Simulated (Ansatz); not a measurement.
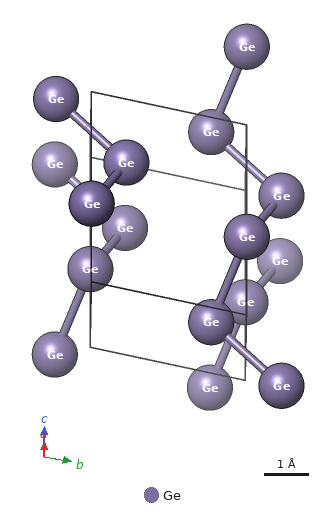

This is the input geometry for a relaxation of a crystal of Ge (built on the trigonal selenium_152 type) (coarse preliminary run). The picture is a ball-and-stick view of the cell of the calculation, seen from a free direction.

Case: trigonal selenium type (P3_121, No. 152).

Level of theory: DFT r2SCAN, scalar-relativistic, plane waves, PAW in Ansatz 0.2.0.

Input file:
```yaml
crystal:
  lattice:
    - [4.1437142536, 0.0, 0.0]
    - [-2.0718571268, 3.5885618097, 0.0]
    - [0.0, 0.0, 4.701182531]
  atoms:
    - { symbol: Ge, position: [0.2254, 0.0, 0.3333333333] }
    - { symbol: Ge, position: [0.0, 0.2254, 0.6666666667] }
    - { symbol: Ge, position: [0.7746, 0.7746, 0.0] }
basis:
  ecutwfc: 500
kpoints:
  mp_grid: { grid: [6, 6, 4] }
hamiltonian:
  xc: r2scan
scf:
  occupations: { method: gaussian, width: 0.1 }
  lower_state_search: "off"
output:
  forces: true
  stress: true
  eigenvalues: true
relax:
  adjacent_minimum: "off"
  f_tol: 0.04
  max_steps: 70
  cell: { stress_tol: 0.4 }
```

Predict the outcome.

Answer. After 6 accepted moves (9 points after the start) the energy has fallen by 1.690 eV per cell of the calculation. The largest force component goes from 3.6 to under 0.0001 eV/Å. The pressure goes from 6.60 to −0.01 GPa. The line search rejected the trial steps at points 5, 7 of the run. At 1 point the geometry stayed and the basis and grid were re-selected for the new cell (energy shift of 2.4 meV per cell of the calculation at most each time). The largest moves relative to the cell, 0.41 Å, are those of Ge1, Ge2 and Ge3. Ge1 goes along +a. The drawn cell changes as follows: a = b 4.144 → 3.778 Å (−8.8 %), c 4.701 → 4.639 Å (−1.3 %); the volume changes by −18.0 %. Among the contacts that change: Ge1–Ge2 3.261 → 2.674 Å, Ge1–Ge2 (another image) 2.252 → 2.674 Å. Among the angles between lasting bonds that change: Ge2–Ge1–Ge3 103.1° → 90.1°. The space group (tolerance 0.01 Å) goes from P3_121 (No. 152) to Pm-3m (No. 221). The run took about 120 core-seconds on a shared host.

The structure at the end:

```
CELL_PARAMETERS angstrom
3.77775 0.00000 0.00000
-1.88888 3.27163 0.00000
0.00000 0.00000 4.63854
ATOMIC_POSITIONS crystal
Ge 0.33334 0.00000 0.33333
Ge 0.00000 0.33334 0.66667
Ge 0.66666 0.66666 0.00000
```

The end point in the same view:

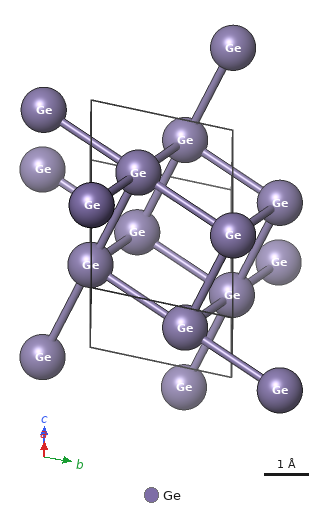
